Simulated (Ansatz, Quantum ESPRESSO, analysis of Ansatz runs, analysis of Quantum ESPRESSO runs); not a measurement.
## Reproducing a measured local vibrational mode: interstitial H+ in rutile SnO2 (Quantum ESPRESSO)

How near does this set-up come to the measured local vibrational mode? Subject: interstitial H+ in rutile SnO2. Set-up: PBE, SSSP 1.3 efficiency PBE, 24-site cell, PBE lattice, k: the single point 1/4 1/4 1/4, start relaxed with Ansatz. The model is a cell of 24 host atoms with 1 H put in. The frequencies come from force constants among the defect atom and its neighbours, with the masses of the isotopes named. Other potentials or another program check that the number doesn't hang on one set of files.

What was measured. O-H stretch, 1H: 3156.1 cm⁻¹ at 4.2 K, by polarized FTIR absorption (“Hydrogen impurities and shallow donors in SnO2 studied by infrared spectroscopy”, 2011, F. Bekisli et al.). O-D stretch, 2H: 2360.4 cm⁻¹ at 4.2 K, by polarized FTIR absorption (“Hydrogen impurities and shallow donors in SnO2 studied by infrared spectroscopy”, 2011, F. Bekisli et al.). The runs below try to reproduce this.

Program: Quantum ESPRESSO 7.5. Level of theory: Quantum ESPRESSO plane-wave DFT, PBE, SSSP 1.3 efficiency PBE potentials; relaxation of all atoms of a defect supercell. Results are calculated unless marked as measured.

## Step 1: Starting point

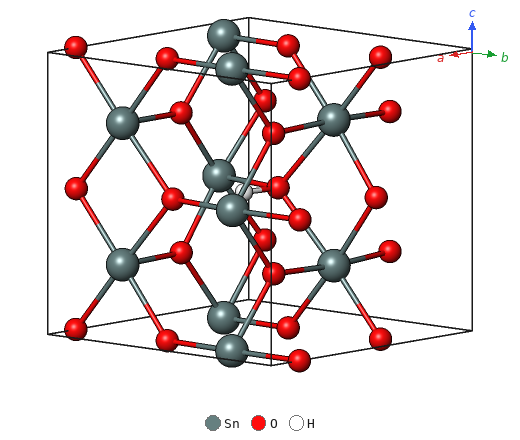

Start, viewed from a free direction; tin teal, oxygen red, hydrogen white. Some periodic images of atoms are drawn too.

The cell holds 25 atoms: 8 Sn, 16 O and 1 H. Its edges and angles: a = 6.829 Å, b = 6.829 Å, c = 6.485 Å, α = 90.0°, β = 90.0°, γ = 90.0°. It derives from SnO2 (space group P4_2/mnm). Nearest the centre at fractional (0.648, 0.307, 0.250): H25 at 0.37 Å, O8 at 0.69 Å, O11 at 2.27 Å, Sn2 at 2.38 Å, Sn14 at 2.38 Å, O18 at 2.40 Å, O6 at 2.41 Å, Sn4 at 2.49 Å. The cell carries charge +1.

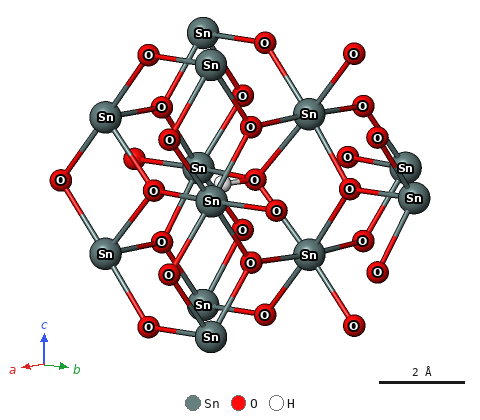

The atoms within 5 Å of the centre.

The host's primitive cell comes from a first run (Quantum ESPRESSO plane-wave DFT, PBE, SSSP 1.3 efficiency PBE potentials; relaxation of cell and atoms of a defect-free cell): vectors of 4.829, 4.829 and 3.242 Å. That is 12.60 Å³ an atom, 5.7 % over the diffraction cell's volume. The supercell is built on it.

This program's steps are dear, so the start below was first relaxed with Ansatz (plane-wave PAW DFT, PBE; 9.2 s).

## Step 2: Relaxation, charge +1

Every later number rests on the structure around the defect, so the atoms are relaxed at the host's lattice first.

Contents of pw.in:

```
&CONTROL
  calculation = 'relax'
  prefix = 'pwscf'
  outdir = './tmp'
  pseudo_dir = './pseudo'
  tprnfor = .true.
  disk_io = 'low'
  nstep = 70
  forc_conv_thr = 0.00039
  etot_conv_thr = 0.0001
/
&SYSTEM
  ibrav = 0
  nat = 25
  ntyp = 3
  ecutwfc = 60
  ecutrho = 480
  nbnd = 108
  occupations = 'smearing'
  smearing = 'fd'
  degauss = 0.00073499
  tot_charge = 1
  nosym = .true.
/
&ELECTRONS
  conv_thr = 3d-08
  electron_maxstep = 100
  mixing_beta = 0.5
/
&IONS
  ion_dynamics = 'bfgs'
/
ATOMIC_SPECIES
Sn   118.7100 Sn_pbe_v1.uspp.F.UPF
O     15.9990 O.pbe-n-kjpaw_psl.0.1.UPF
H      1.0080 H.pbe-rrkjus_psl.1.0.0.UPF
CELL_PARAMETERS angstrom
   4.8289720479    4.8289720479    0.0000000000
  -4.8289720479    4.8289720479    0.0000000000
   0.0000000000    0.0000000000    6.4846770270
ATOMIC_POSITIONS crystal
Sn    -0.0084006294    0.0019486846   -0.0006835496
Sn     0.5031030285    0.5077377940   -0.0081207373
Sn     0.0071920900    0.5082230045    0.2501259594
Sn     0.4872519858   -0.0202157201    0.2502301967
O      0.3000622998    0.0160034156    0.0032875182
O      0.8083856977    0.5131728370    0.0011768465
O      0.0106775162    0.8118510769    0.2503939007
O      0.5471022864    0.2976362467    0.2503241593
O      0.1989995098    0.4848442753    0.0020471885
O      0.6842299610   -0.0124932184    0.0022792731
O     -0.0380105990    0.2001102651    0.2501760733
O      0.4849399852    0.6806937535    0.2501192737
Sn    -0.0083968823    0.0021207493    0.5011738882
Sn     0.5033428588    0.5075888840    0.5084880808
Sn     0.0022686205    0.5005739107    0.7501890096
Sn     0.4935617935    0.0066657242    0.7502118292
O      0.2999909328    0.0171148293    0.4972965307
O      0.8083291064    0.5122735014    0.4990343266
O      0.0078733313    0.8072317060    0.7500934127
O      0.5117743842    0.3108809534    0.7503916603
O      0.1990345954    0.4849609488    0.4982191200
O      0.6839776995   -0.0134406455    0.4980919891
O     -0.0157775766    0.1948391758    0.7502529590
O      0.4858905373    0.7007383045    0.7502012545
H      0.6928873022    0.2762767093    0.2500042508
K_POINTS crystal
1
0.25 0.25 0.25 1.0
```

On the command line:

```console
> OMP_NUM_THREADS=1 mpirun -n 4 pw.x -in pw.in > pw.out
```

Log:

```text
This program is part of the open-source Quantum ESPRESSO suite
     for quantum simulation of materials; please cite
         "P. Giannozzi et al., J. Phys.:Condens. Matter 21 395502 (2009);
         "P. Giannozzi et al., J. Phys.:Condens. Matter 29 465901 (2017);
         "P. Giannozzi et al., J. Chem. Phys. 152 154105 (2020);
          URL
     in publications or presentations arising from this work. More details at

     file O.pbe-n-kjpaw_psl.0.1.UPF: wavefunction(s)  2P renormalized

     Subspace diagonalization in iterative solution of the eigenvalue problem:
     a serial algorithm will be used

     --------------------
     sticks:   dense  smooth     PW     G-vecs:    dense   smooth      PW
     Min        1587     793    211                90589    32025    4339
     Max        1588     794    212                90594    32028    4342
     Sum        6349    3173    845               362369   128105   17363

     Using Slab Decomposition

     bravais-lattice index     =            0
     lattice parameter (alat)  =      12.9053  a.u.
     unit-cell volume          =    2040.9122 (a.u.)^3
     number of atoms/cell      =           25
     number of atomic types    =            3
     number of electrons       =       208.00
     number of Kohn-Sham states=          108
     kinetic-energy cutoff     =      60.0000  Ry
     charge density cutoff     =     480.0000  Ry
     scf convergence threshold =      3.0E-08
     mixing beta               =       0.5000
     number of iterations used =            8  plain     mixing
     energy convergence thresh.=      1.0E-04
     force convergence thresh. =      3.9E-04
     Exchange-correlation= PBE
                           (   1   4   3   4   0   0   0)
     nstep                     =           70

     celldm(1)=  12.905313  celldm(2)=   0.000000  celldm(3)=   0.000000
     celldm(4)=   0.000000  celldm(5)=   0.000000  celldm(6)=   0.000000

     crystal axes: (cart. coord. in units of alat)
               a(1) = (   0.707107   0.707107   0.000000 )
               a(2) = (  -0.707107   0.707107   0.000000 )
               a(3) = (   0.000000   0.000000   0.949552 )

     reciprocal axes: (cart. coord. in units 2 pi/alat)
               b(1) = (  0.707107  0.707107 -0.000000 )
               b(2) = ( -0.707107  0.707107  0.000000 )
               b(3) = (  0.000000 -0.000000  1.053128 )

     PseudoPot. # 1 for Sn read from file:
     Sn_pbe_v1.uspp.F.UPF
     Pseudo is Ultrasoft + core correction, Zval = 14.0
     Generated by new atomic code, or converted to UPF format
     Using radial grid of  891 points,  6 beta functions with:
                l(1) =   0
                l(2) =   0
                l(3) =   1
                l(4) =   1
                l(5) =   2
                l(6) =   2
     Q(r) pseudized with  6 coefficients,  rinner =    1.200   1.200   1.200
                                                       1.200   1.200

     PseudoPot. # 2 for O  read from file:
     O.pbe-n-kjpaw_psl.0.1.UPF
     Pseudo is Projector augmented-wave + core cor, Zval =  6.0
     Generated using "atomic" code by A. Dal Corso  v.5.0.99 svn rev. 10869
     Shape of augmentation charge: BESSEL
     Using radial grid of 1095 points,  4 beta functions with:
                l(1) =   0
                l(2) =   0
                l(3) =   1
                l(4) =   1
     Q(r) pseudized with 0 coefficients

     PseudoPot. # 3 for H  read from file:
     H.pbe-rrkjus_psl.1.0.0.UPF
     Pseudo is Ultrasoft, Zval =  1.0
     Generated using "atomic" code by A. Dal Corso  v.5.1
     Using radial grid of  929 points,  2 beta functions with:
                l(1) =   0
                l(2) =   0
     Q(r) pseudized with 0 coefficients

     atomic species   valence    mass     pseudopotential
     Sn               14.00   118.71000     Sn( 1.00)
     O                 6.00    15.99900     O ( 1.00)
     H                 1.00     1.00800     H ( 1.00)

     No symmetry found

   Cartesian axes

     site n.     atom                  positions (alat units)
         1        Sn     tau(   1) = (  -0.0073181  -0.0045622  -0.0006491  )
         2        Sn     tau(   2) = (  -0.0032773   0.7147724  -0.0077111  )
         3        Sn     tau(   3) = (  -0.3542824   0.3644535   0.2375076  )
         4        Sn     tau(   4) = (   0.3588339   0.3302445   0.2376065  )
         5        O      tau(   5) = (   0.2008600   0.2234922   0.0031217  )
         6        O      tau(   6) = (   0.2087470   0.9344830   0.0011175  )
         7        O      tau(   7) = (  -0.5665153   0.5816155   0.2377620  )
         8        O      tau(   8) = (   0.1763991   0.5973203   0.2376958  )
         9        O      tau(   9) = (  -0.2021228   0.4835506   0.0019439  )
        10        O      tau(  10) = (   0.4926577   0.4749896   0.0021643  )
        11        O      tau(  11) = (  -0.1683769   0.1146218   0.2375551  )
        12        O      tau(  12) = (  -0.1384188   0.8242275   0.2375012  )
        13        Sn     tau(  13) = (  -0.0074371  -0.0044379   0.4758906  )
        14        Sn     tau(  14) = (  -0.0030024   0.7148367   0.4828358  )
        15        Sn     tau(  15) = (  -0.3523550   0.3555634   0.7123433  )
        16        Sn     tau(  16) = (   0.3442875   0.3537143   0.7123650  )
        17        O      tau(  17) = (   0.2000236   0.2242276   0.4722088  )
        18        O      tau(  18) = (   0.2093429   0.9338071   0.4738589  )
        19        O      tau(  19) = (  -0.5652317   0.5763663   0.7122526  )
        20        O      tau(  20) = (   0.1420531   0.5817052   0.7125358  )
        21        O      tau(  21) = (  -0.2021805   0.4836579   0.4730849  )
        22        O      tau(  22) = (   0.4931492   0.4741413   0.4729641  )
        23        O      tau(  23) = (  -0.1489285   0.1266157   0.7124040  )
        24        O      tau(  24) = (  -0.1519203   0.8390733   0.7123550  )
        25        H      tau(  25) = (   0.2945882   0.6853024   0.2373920  )

     number of k points=     1  Fermi-Dirac smearing, width (Ry)=  0.0007
                       cart. coord. in units 2pi/alat
        k(    1) = (   0.0000000   0.3535534   0.2632821), wk =   2.0000000

     Dense  grid:   362369 G-vectors     FFT dimensions: (  90,  90,  90)

     Smooth grid:   128105 G-vectors     FFT dimensions: (  64,  64,  64)

     Initial potential from superposition of free atoms

     starting charge     200.9996, renormalised to     208.0000
     Starting wfcs are  137 randomized atomic wfcs
     Checking if some PAW data can be deallocated...

[...]
atom    5 type  2   force =     0.00008136    0.00009339    0.00011112
     atom    6 type  2   force =    -0.00013520    0.00039533   -0.00007768
     atom    7 type  2   force =    -0.00003007    0.00004570    0.00003388
     atom    8 type  2   force =    -0.00016708   -0.00007501    0.00013978
     atom    9 type  2   force =    -0.00002661   -0.00003029    0.00009107
     atom   10 type  2   force =     0.00018710   -0.00036262   -0.00022074
     atom   11 type  2   force =     0.00010089   -0.00017249   -0.00004159
     atom   12 type  2   force =     0.00002683    0.00000086   -0.00004696
     atom   13 type  1   force =     0.00000223   -0.00004504   -0.00005153
     atom   14 type  1   force =    -0.00000837    0.00005719   -0.00025672
     atom   15 type  1   force =     0.00002412   -0.00000694   -0.00000630
     atom   16 type  1   force =    -0.00007652   -0.00001080   -0.00000736
[...]
Total force =     0.001109     Total SCF correction =     0.000022
     Energy error            =      3.0E-06 Ry
     Gradient error          =      4.0E-04 Ry/Bohr

     number of scf cycles    =   8
     number of bfgs steps    =   7

     energy             old  =   -1975.0752922948 Ry
     energy             new  =   -1975.0752953030 Ry

     CASE: energy            _new < energy            _old

     new trust radius        =       0.0016278129 bohr
     new conv_thr            =       0.0000000003 Ry

ATOMIC_POSITIONS (crystal)
Sn              -0.0085813126        0.0020541226       -0.0006954861
Sn               0.5032028057        0.5075109660       -0.0080102792
Sn               0.0073164231        0.5082952858        0.2501190890
Sn               0.4870185867       -0.0200364410        0.2502364455
O                0.2997967151        0.0167559931        0.0032391091
O                0.8084631634        0.5133054811        0.0011772252
O                0.0110444879        0.8119776422        0.2503915083
O                0.5481558762        0.2976096229        0.2502313145
O                0.1990496595        0.4841705702        0.0020292387
O                0.6841218264       -0.0125148915        0.0023605660
O               -0.0388321722        0.2002829383        0.2502141693
O                0.4841743168        0.6806726582        0.2501272673
Sn              -0.0085496212        0.0022618337        0.5012036573
Sn               0.5034357502        0.5073396355        0.5083397638
Sn               0.0023961029        0.5005479906        0.7501857213
Sn               0.4933589640        0.0066003601        0.7502222770
[...]
NEW-OLD atomic charge density approx. for the potential

     Self-consistent Calculation

     iteration #  1     ecut=    60.00 Ry     beta= 0.50
     Davidson diagonalization with overlap
     ethr =  1.00E-06,  avg # of iterations =  2.0

     Threshold (ethr) on eigenvalues was too large:
     Diagonalizing with lowered threshold

     Davidson diagonalization with overlap
     ethr =  3.32E-10,  avg # of iterations =  5.0

     total energy              =   -1975.07529670 Ry
     estimated scf accuracy    <       0.00000109 Ry

     iteration #  2     ecut=    60.00 Ry     beta= 0.50
     Davidson diagonalization with overlap
     ethr =  5.22E-10,  avg # of iterations =  2.0

     total energy              =   -1975.07529677 Ry
     estimated scf accuracy    <       0.00000017 Ry

     iteration #  3     ecut=    60.00 Ry     beta= 0.50
     Davidson diagonalization with overlap
     ethr =  8.14E-11,  avg # of iterations =  2.0

     total energy              =   -1975.07529678 Ry
     estimated scf accuracy    <       0.00000004 Ry

     iteration #  4     ecut=    60.00 Ry     beta= 0.50
     Davidson diagonalization with overlap
     ethr =  1.98E-11,  avg # of iterations =  2.0

     total energy              =   -1975.07529679 Ry
     estimated scf accuracy    <          3.6E-09 Ry

     iteration #  5     ecut=    60.00 Ry     beta= 0.50
     Davidson diagonalization with overlap
     ethr =  1.71E-12,  avg # of iterations =  2.0

     total energy              =   -1975.07529679 Ry
     estimated scf accuracy    <          4.1E-10 Ry

     iteration #  6     ecut=    60.00 Ry     beta= 0.50
     Davidson diagonalization with overlap
     ethr =  1.98E-13,  avg # of iterations =  4.0

     End of self-consistent calculation

          k = 0.0000 0.3536 0.2633 ( 16005 PWs)   bands (ev):

   -12.2876 -12.1552 -11.9567 -11.9224 -11.8754 -11.8364 -11.7689 -11.6529
   -11.5930 -11.5203 -11.4911 -11.4560 -11.3957 -11.3669 -11.3521 -11.3389
   -11.3320 -11.3154 -11.3026 -11.2859 -11.2796 -11.2618 -11.2533 -11.2418
   -11.2187 -11.1556 -11.1104 -11.0951 -11.0808 -11.0793 -11.0659 -11.0541
   -11.0448 -11.0398 -11.0143 -11.0116 -10.9959 -10.9909 -10.9728 -10.9553
   -10.4346  -9.3298  -8.8486  -8.7204  -8.4477  -8.2980  -8.2406  -7.9616
    -7.8453  -7.4940  -7.3730  -7.1678  -6.8611  -6.7881  -6.7486  -6.6792
     1.1555   1.4169   1.7176   1.7917   2.1572   2.6538   2.7140   2.8661
     3.9062   4.1564   4.2614   4.3610   4.5157   4.5584   4.9302   5.0188
     5.0421   5.1333   5.1915   5.3125   5.5097   5.7282   6.0857   6.2391
     6.4157   6.6209   6.7438   6.7821   6.9177   7.0075   7.1415   7.2375
     7.2616   7.3637   7.4028   7.5207   7.6230   7.6602   7.7332   7.7874
     7.8514   7.9617   8.1025   8.1165   8.1441   8.1983   8.2649   8.4398
    11.3626  12.9673  13.0952  13.4855

     the Fermi energy is    10.3389 ev

!    total energy              =   -1975.07529679 Ry
     estimated scf accuracy    <          5.9E-11 Ry
     smearing contrib. (-TS)   =       0.00000000 Ry
     internal energy E=F+TS    =   -1975.07529679 Ry

     The total energy is F=E-TS. E is the sum of the following terms:
     one-electron contribution =    -540.22066115 Ry
     hartree contribution      =     431.07428371 Ry
     xc contribution           =    -501.49055536 Ry
     ewald contribution        =   -1212.18581242 Ry
     one-center paw contrib.   =    -152.25255157 Ry

     convergence has been achieved in   6 iterations

     Forces acting on atoms (cartesian axes, Ry/au):

[...]
atom   18 type  2   force =    -0.00016783    0.00033381    0.00004436
     atom   19 type  2   force =    -0.00000902    0.00010290    0.00003578
     atom   20 type  2   force =     0.00002802    0.00003851    0.00003553
     atom   21 type  2   force =    -0.00002383   -0.00000459   -0.00009132
     atom   22 type  2   force =     0.00024699   -0.00028041    0.00005758
     atom   23 type  2   force =    -0.00010208   -0.00011397   -0.00002947
     atom   24 type  2   force =    -0.00005262    0.00007566   -0.00001944
     atom   25 type  3   force =    -0.00003429   -0.00014744   -0.00004498

     Total force =     0.000921     Total SCF correction =     0.000022
     Energy error            =      1.5E-06 Ry
     Gradient error          =      3.5E-04 Ry/Bohr

     bfgs converged in   9 scf cycles and   8 bfgs steps
     (criteria: energy <  1.0E-04 Ry, force <  3.9E-04 Ry/Bohr)

     End of BFGS Geometry Optimization

     Final energy             =   -1975.0752967886 Ry

     File ./tmp/pwscf.bfgs deleted, as requested
Begin final coordinates

ATOMIC_POSITIONS (crystal)
[...]
O                0.8084046865        0.5123670225        0.4989754692
O                0.0080051587        0.8071727908        0.7500686648
O                0.5123126035        0.3106953235        0.7503474179
O                0.1990851851        0.4843176924        0.4982730041
O                0.6838935276       -0.0134714252        0.4980821547
O               -0.0161037052        0.1948988594        0.7502946500
O                0.4852117729        0.7008014801        0.7502022645
H                0.6941628842        0.2758209115        0.2500825234
End final coordinates

=------------------------------------------------------------------------------=
   JOB DONE.
=------------------------------------------------------------------------------=
```

Run time: 2.2 min. Hardware: 4 MPI ranks of Arm Neoverse V2, shared host; peak memory 1.5 GiB.

The steps of the relaxation:

| step | energy less that of the first step (eV) |
| --- | --- |
| 0 | 0.0000 |
| 1 | -0.0001 |
| 2 | -0.0001 |
| 3 | -0.0002 |
| 4 | -0.0002 |
| 5 | -0.0003 |
| 6 | -0.0003 |
| 7 | -0.0003 |
| 8 | -0.0004 |

The relaxed structure:

```
CELL_PARAMETERS angstrom
4.82897 4.82897 0.00000
-4.82897 4.82897 0.00000
0.00000 0.00000 6.48468
ATOMIC_POSITIONS crystal
Sn 0.99142 0.00205 0.99930
Sn 0.50320 0.50751 0.99199
Sn 0.00732 0.50830 0.25012
Sn 0.48702 0.97996 0.25024
O 0.29980 0.01676 0.00324
O 0.80846 0.51331 0.00118
O 0.01104 0.81198 0.25039
O 0.54816 0.29761 0.25023
O 0.19905 0.48417 0.00203
O 0.68412 0.98749 0.00236
O 0.96117 0.20028 0.25021
O 0.48417 0.68067 0.25013
Sn 0.99145 0.00226 0.50120
Sn 0.50344 0.50734 0.50834
Sn 0.00240 0.50055 0.75019
Sn 0.49336 0.00660 0.75022
O 0.29975 0.01790 0.49731
O 0.80840 0.51237 0.49898
O 0.00801 0.80717 0.75007
O 0.51231 0.31070 0.75035
O 0.19909 0.48432 0.49827
O 0.68389 0.98653 0.49808
O 0.98390 0.19490 0.75029
O 0.48521 0.70080 0.75020
H 0.69416 0.27582 0.25008
```

Neighbours of H25 at the end:

| atom | distance (Å) |
| --- | --- |
| O8 | 1.008 |
| O11 | 1.895 |
| O18 | 2.413 |
| O6 | 2.418 |
| Sn4 | 2.466 |
| O10 | 2.542 |
| O22 | 2.548 |
| Sn14 | 2.646 |
| Sn2 | 2.647 |
| Sn3 | 2.663 |

First to last step the energy falls by 0.000 eV; the largest move, 0.009 Å, is that of H25.

[end of part 1 of 2]

[Logs are printed without paths, hosts, clocks, repeated set-up lines and the standing remarks that a program may print on its own settings, such as how far it seeks lower states.]

[Hosts, paths, dates, database ids (printed as entryN), source tags and the programs' standing remarks are cut or masked in the printed files.]

[For some hosts the program warned that the k-mesh of the response run may be too coarse for force constants and the static dielectric constant; such warnings are not shown here.]
